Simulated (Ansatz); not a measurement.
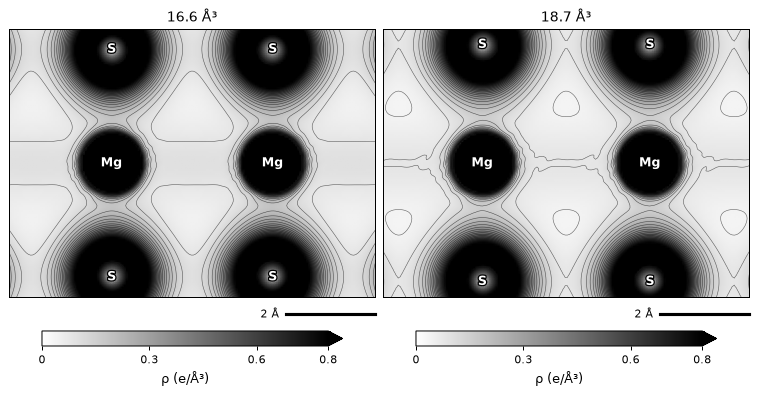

MgS. The valence electron density of cells scaled evenly to different volumes (given per atom above each panel), on the (011̄) plane of each (indices in the axes of the cell below), at one length scale and on one colour scale.

Computed with Kohn-Sham DFT of a periodic cell, LDA, Ansatz PAW in Ansatz 0.2.0.

In a PAW calculation such maps are meaningful between the atoms, not at the nuclei.

The largest cell:

```xyz
2
Lattice="0.0000 2.6527 2.6527 2.6527 0.0000 2.6527 2.6527 2.6527 0.0000" Properties=species:S:1:pos:R:3 pbc="T T T"
S     2.6527    2.6527    2.6527
Mg    0.0000    0.0000    0.0000
```

| volume (Å³/atom) | Mg–S contact in the plane (Å) | ρ at its midpoint (e/Å³) | pressure (GPa) | gap on the mesh (eV) | 
| --- | --- | --- | --- | --- |
| 16.55 | 2.549 | 0.294 | 1.6 | 2.82 | 
| 17.26 | 2.584 | ? | ? | ? | 
| 18.67 | 2.653 | 0.250 | −6.9 | 2.57 | 

> What values belong in the row with question marks?

Over the known rows ln ρ falls by 1.56 per Å of Mg–S distance (the line through the two), which gives 0.278 e/Å³ at 2.584 Å; the calculation gives 0.278 e/Å³. For the pressure, a straight line in volume between the neighbouring rows gives −1.2 GPa; the calculation gives −1.8, lower because pressure rises ever faster on compression. For the gap on the mesh, a straight line in volume between the neighbouring rows gives 2.74 eV; the calculation gives 2.73.
